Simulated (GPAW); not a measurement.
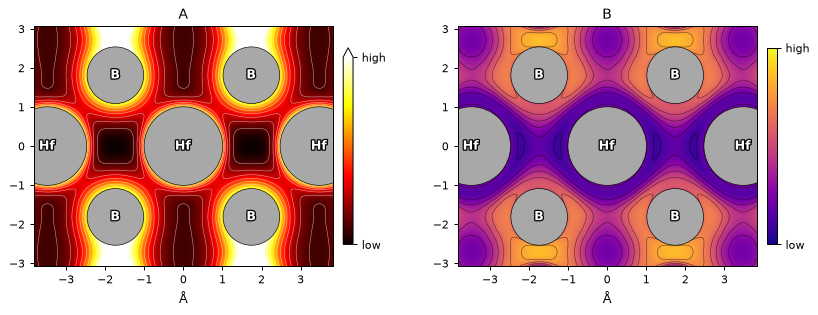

HfB$_{2}$: 2 fields on the (110) plane of the conventional cell, with unlabelled colour scales. Grey discs cover the atomic cores.

Space group P6/mmm; computed pressure about 2 GPa in this cell.

The calculation used Kohn-Sham DFT of a periodic cell, PBE, GPAW PAW data sets (gpaw-data 1.2.1) (GPAW).

Question: The panels show electron localisation function and valence pseudo-density in some order. Assign them.

Answer: Panel A: valence pseudo-density. Panel B: electron localisation function. From the grid: Hf–B (2.51 Å): ρ at the midpoint is about 0.33 e/Å³; the ELF peaks at about 0.60 in the valence shell of B, 0.8 Å from its nucleus, and is about 0.15 at the midpoint: no localised pair shows between them.
